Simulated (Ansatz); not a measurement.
**Ti₄H₂O₉: single-point calculation (part 2 of 2)**

Ti₄H₂O₉ (slab, 30 atoms in the cell); DFT PBE+D3(BJ), scalar-relativistic, plane waves, PAW, no spin polarisation (Ansatz 0.2.0); cutoff 420 eV, 3×3×1 k-mesh, Gaussian smearing of 0.05 eV. The structure derives from an entry of the Crystallography Open Database. It belongs to a series of runs on one base structure; here: the slab at its places in the relaxed adsorbed structure.

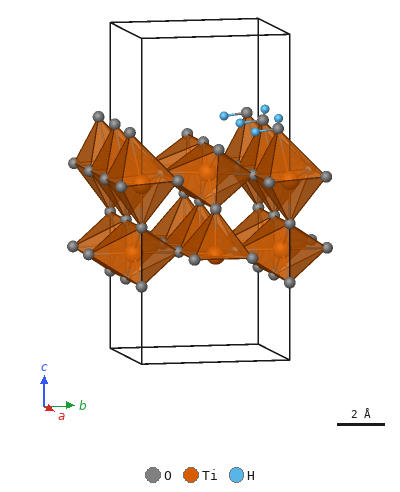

*The structure as given in the input (polyhedral view of the cell of the calculation, with the vacuum cut short, seen slightly off an axis; polyhedra are completed across the faces of the cell). An atom can appear more than once, as a periodic image.*

### Output, continued
```
  k-point 1: bands = ["-59.5532", "-59.5123", "-59.0910", "-59.0484", "-58.7571", "-58.7123", "-58.4209", "-58.3797", "-36.0747", "-35.7947", "-35.7927", "-35.7610", "-35.6844", "-35.6512", "-35.6221", "-35.3820", "-35.3605", "-35.3331", "-35.3146", "-35.2535", "-35.1860", "-35.0390", "-35.0062", "-34.9862", "-34.9124", "-34.9069", "-34.8340", "-34.7681", "-34.7315", "-34.6784", "-34.5748", "-34.4537", "-22.4586", "-22.0803", "-20.0777", "-19.7889", "-19.6102", "-19.5350", "-19.3090", "-19.2565", "-19.2454", "-19.0146", "-18.9738", "-18.7658", "-18.7375", "-18.6879", "-18.3073", "-18.2901", "-17.2948", "-17.1813", "-10.2754", "-9.9096", "-7.5435", "-7.5265", "-7.3094", "-7.2705", "-7.0262", "-6.9790", "-6.8473", "-6.7132", "-6.5982", "-6.4811", "-6.3467", "-6.3136", "-6.2477", "-6.1867", "-6.0654", "-6.0264", "-5.8019", "-5.6554", "-5.6078", "-5.5856", "-5.4275", "-5.4003", "-5.2724", "-5.2392", "-5.1864", "-5.1411", "-5.0606", "-4.9234", "-4.7516", "-4.7264", "-4.4913", "-4.3064", "-4.2249", "-4.1833", "-4.0902", "-4.0779", "-3.9889", "-3.9174", "-3.8648", "-3.6448", "-3.5412", "-3.5094", "-3.4156", "-3.3559", "-3.1785", "-3.0869", "-2.9393", "-2.8205", "-2.8163", "-2.6648", "-2.4758", "-2.3410", "-0.3645", "-0.2465", "-0.1474", "0.0232", "0.1424", "0.2278", "0.3458", "0.4907", "0.5612", "0.6066", "0.7611", "0.9302", "0.9548", "1.0308", "1.1120", "1.1608", "1.2259", "1.2708", "1.2971", "1.4863", "1.5282", "1.6530", "1.6802", "1.7012", "1.9897", "2.1583", "2.7245", "2.7989", "2.8178", "2.8680"]
  k-point 2: bands = ["-59.5431", "-59.5225", "-59.0812", "-59.0584", "-58.7475", "-58.7219", "-58.4107", "-58.3900", "-35.9632", "-35.7862", "-35.7695", "-35.7691", "-35.7381", "-35.7128", "-35.5360", "-35.3693", "-35.3469", "-35.3411", "-35.3035", "-35.2913", "-35.1964", "-35.0215", "-34.9972", "-34.9871", "-34.9464", "-34.9358", "-34.7983", "-34.7551", "-34.7412", "-34.6529", "-34.6011", "-34.5711", "-22.3791", "-22.1694", "-20.0350", "-19.7019", "-19.5274", "-19.3199", "-19.2781", "-19.2664", "-19.1326", "-19.0199", "-18.9932", "-18.9221", "-18.7437", "-18.6645", "-18.4807", "-18.3992", "-17.3156", "-17.2585", "-10.1594", "-9.9435", "-7.6371", "-7.4163", "-7.4002", "-6.9961", "-6.9065", "-6.7912", "-6.7826", "-6.7372", "-6.6237", "-6.5999", "-6.4694", "-6.4626", "-6.3776", "-6.2930", "-6.1920", "-6.1906", "-5.9001", "-5.8807", "-5.8215", "-5.6713", "-5.5040", "-5.4110", "-5.2563", "-5.0300", "-4.9410", "-4.8108", "-4.7912", "-4.7616", "-4.5963", "-4.5295", "-4.4463", "-4.3437", "-4.2985", "-4.2299", "-4.1315", "-3.9798", "-3.9534", "-3.8607", "-3.8146", "-3.7988", "-3.7195", "-3.6515", "-3.5817", "-3.3958", "-3.3773", "-3.2866", "-3.0274", "-2.9689", "-2.5474", "-2.4885", "-2.3836", "-2.2994", "-0.1855", "-0.1279", "-0.0028", "0.1078", "0.1128", "0.2990", "0.3227", "0.3719", "0.5886", "0.6717", "0.7353", "0.8411", "0.9019", "0.9234", "1.0180", "1.0600", "1.2055", "1.3550", "1.3605", "1.4580", "1.4865", "1.6609", "1.6687", "1.7157", "1.8270", "2.0906", "2.8037", "2.9252", "3.4036", "3.4076"]
  k-point 4: bands = ["-59.5431", "-59.5225", "-59.0811", "-59.0584", "-58.7476", "-58.7219", "-58.4107", "-58.3900", "-35.9649", "-35.7862", "-35.7691", "-35.7661", "-35.7388", "-35.7118", "-35.5397", "-35.3660", "-35.3413", "-35.3405", "-35.3056", "-35.2901", "-35.1938", "-35.0259", "-34.9975", "-34.9904", "-34.9461", "-34.9357", "-34.7979", "-34.7587", "-34.7404", "-34.6529", "-34.6011", "-34.5710", "-22.3779", "-22.1688", "-19.8569", "-19.5803", "-19.5656", "-19.4078", "-19.3017", "-19.2282", "-19.1874", "-19.1197", "-19.0965", "-18.9222", "-18.7430", "-18.6617", "-18.4845", "-18.3973", "-17.3128", "-17.2594", "-10.1513", "-9.9321", "-7.3709", "-7.1855", "-7.0829", "-6.8919", "-6.8761", "-6.6938", "-6.6856", "-6.6257", "-6.5983", "-6.5809", "-6.5104", "-6.3958", "-6.2958", "-6.2898", "-6.2034", "-6.0388", "-5.9436", "-5.8967", "-5.8586", "-5.7202", "-5.4974", "-5.3318", "-5.2149", "-5.1733", "-5.1168", "-5.0011", "-4.9014", "-4.8820", "-4.7427", "-4.7374", "-4.6855", "-4.5129", "-4.4684", "-4.4079", "-4.3300", "-4.2407", "-4.1399", "-3.9547", "-3.8515", "-3.7959", "-3.7076", "-3.5689", "-3.4955", "-3.3905", "-3.2825", "-3.2500", "-3.0873", "-2.8793", "-2.5150", "-2.4722", "-2.4523", "-2.3490", "-0.2323", "0.0116", "0.0321", "0.1440", "0.2425", "0.3271", "0.3730", "0.5320", "0.5959", "0.6914", "0.8203", "0.8619", "0.9196", "0.9461", "1.0734", "1.2676", "1.3247", "1.3697", "1.4745", "1.4937", "1.5856", "1.6401", "1.6519", "1.7413", "1.8362", "1.9826", "2.7558", "2.8814", "2.9676", "3.0458"]
```

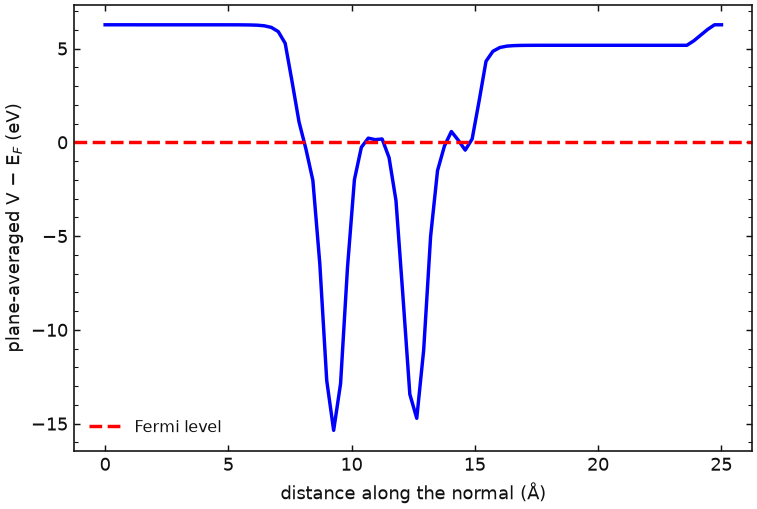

*Plane average of the electrostatic potential energy of an electron across the cell, from the Fermi level.*

The vacuum level lies 5.17 eV above the Fermi level on the upper side and 6.27 eV on the lower.

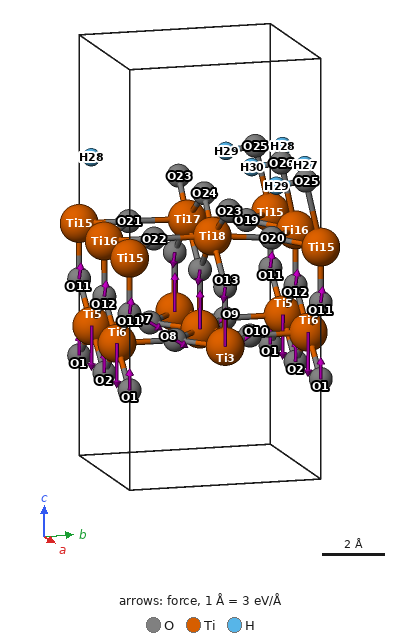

*Forces on the atoms as pink arrows (ball-and-stick view of the cell of the calculation, with the vacuum cut short, seen slightly off an axis; atoms are numbered from 1 in the order of the input); the smallest are left out.*

The largest act on Ti5, Ti6 (4.54 eV/Å); Ti3 (3.97 eV/Å); Ti4 (3.96 eV/Å); O1, O2 (2.25 eV/Å), among others. The geometry is not a stationary point of this energy.

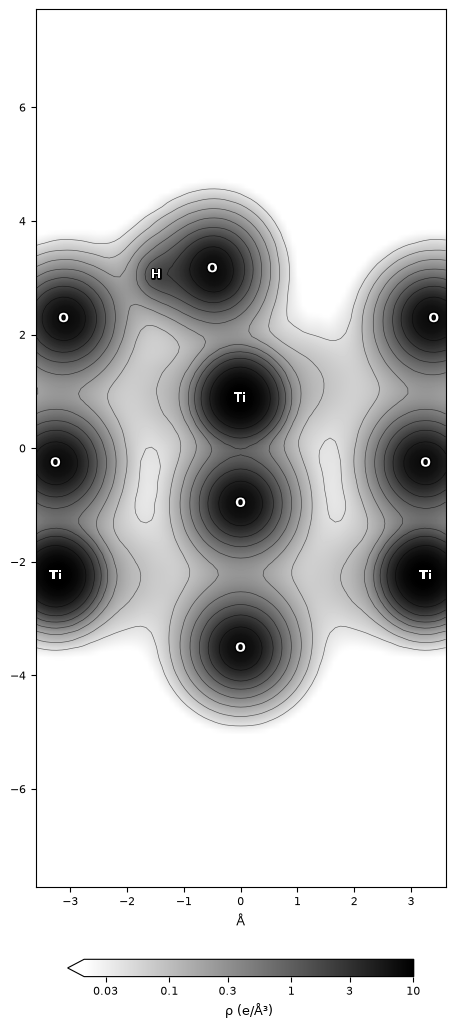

*Valence pseudo-density on the (100) plane of the calculation cell, a cut from vacuum to vacuum.*

The section cuts through O, Ti and H sites. O–H (1.00 Å): the density is about 3.7 e/Å³ at the midpoint. Ti–O (1.86 Å): the density is about 0.91 e/Å³ at the midpoint. Ti–O (1.98 Å): the density is about 0.69 e/Å³ at the midpoint. The density dies away to nearly zero in the vacuum. In a PAW calculation such maps are meaningful between the atoms, not at the nuclei.

The run was set up as follows.

### Input
```yaml
crystal:
  lattice:
    - [5.9085268479, 0.0, 0.0]
    - [0.0, 6.5169368653, 0.0]
    - [0.0, 0.0, 25.2883098196]
  atoms:
    - { symbol: O, position: [0.0, 0.0, 0.3163517079] }
    - { symbol: O, position: [0.5, 0.0, 0.3163517079] }
    - { symbol: Ti, position: [0.0, 0.5, 0.3667642617] }
    - { symbol: Ti, position: [0.5, 0.5, 0.3667642617] }
    - { symbol: Ti, position: [0.25, 0.0, 0.3667642617] }
    - { symbol: Ti, position: [0.75, 0.0, 0.3667642617] }
    - { symbol: O, position: [0.25, 0.304379219, 0.3667642617] }
    - { symbol: O, position: [0.75, 0.304379219, 0.3667642617] }
    - { symbol: O, position: [0.25, 0.695620781, 0.3667642617] }
    - { symbol: O, position: [0.75, 0.695620781, 0.3667642617] }
    - { symbol: O, position: [0.0, 0.0, 0.4171768154] }
    - { symbol: O, position: [0.5, 0.0, 0.4171768154] }
    - { symbol: O, position: [0.0, 0.5, 0.4452044646] }
    - { symbol: O, position: [0.5, 0.5, 0.4452044646] }
    - { symbol: Ti, position: [0.0039511467, -0.0009101855, 0.490821869] }
    - { symbol: Ti, position: [0.5040147223, -0.0018067121, 0.4906042118] }
    - { symbol: Ti, position: [0.2509925587, 0.4984910848, 0.5007132256] }
    - { symbol: Ti, position: [0.750509749, 0.4982549044, 0.5010743467] }
    - { symbol: O, position: [0.249781707, 0.8090684231, 0.494648419] }
    - { symbol: O, position: [0.7491697878, 0.808845954, 0.4942857216] }
    - { symbol: O, position: [0.2508313067, 0.1930270857, 0.5023283004] }
    - { symbol: O, position: [0.7507804402, 0.1928944527, 0.5023888414] }
    - { symbol: O, position: [0.0004212585, 0.5203487286, 0.5460682677] }
    - { symbol: O, position: [0.5002977084, 0.5219918624, 0.545803956] }
    - { symbol: O, position: [0.0007841123, -0.0790227468, 0.5795243731] }
    - { symbol: O, position: [0.5058815548, -0.076116447, 0.5805423693] }
    - { symbol: H, position: [0.8496081207, -0.043607409, 0.5926846093] }
    - { symbol: H, position: [0.3602079701, -0.0317330026, 0.5951279052] }
    - { symbol: H, position: [0.9971892442, 0.7683757106, 0.5749894377] }
    - { symbol: H, position: [0.4935590284, 0.771716076, 0.5763272284] }
basis:
  ecutwfc: 420
kpoints:
  mp_grid: { grid: [3, 3, 1] }
hamiltonian:
  xc: pbe
  dispersion: d3bj
scf:
  occupations: { method: gaussian, width: 0.05 }
output:
  forces: true
  eigenvalues: true
  write_density: true
  volumetric_format: npy
efield:
  axis: 3
  dipole_correction: true
  ramp_width: 0.04
```

Command:
```bash
ansatz run input.yaml --threads 8 --pin off --max-ram 20480MiB --backend cpu --events-out ev --progress --plain --runs-dir out
```

### Results in brief

| quantity | value |
| --- | --- |
| outcome | converged |
| electrons treated | 208 |
| free energy | −30309.6265 eV |
| work function, top face | 5.17 eV |
| work function, bottom face | 6.27 eV |
| Fermi energy | −1.361 eV |
| gap on the k-point mesh | 1.59 eV |
| work function (upper face) | 5.17 eV |
| largest force (length of the vector) | 4.538 eV/Å |
| hardware | 8 threads of Arm Neoverse V1, 24 GiB of memory available, shared host |
| wall time | 21 s (CPU time 2.3 min) |
| peak memory | 2.9 GiB |
